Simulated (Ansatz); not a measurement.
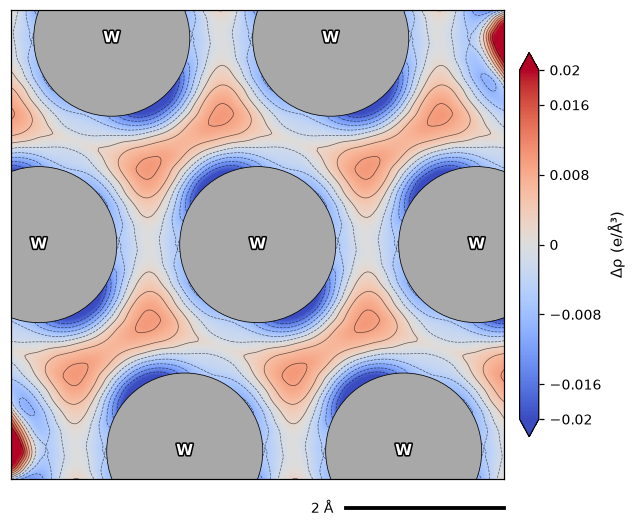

W. Difference of the valence pseudo-densities of two functionals at the same geometry, on the (101̄) plane of the calculation cell: r2SCAN less SVWN5.

Both computed with Ansatz (plane waves, PAW), on the same k-point mesh. Grey discs cover the atomic cores.

Where does the change of functional move the electrons?

Against SVWN5, r2SCAN gives less density around W (−0.007 e/Å³ on average at 1.1 Å from the nucleus).
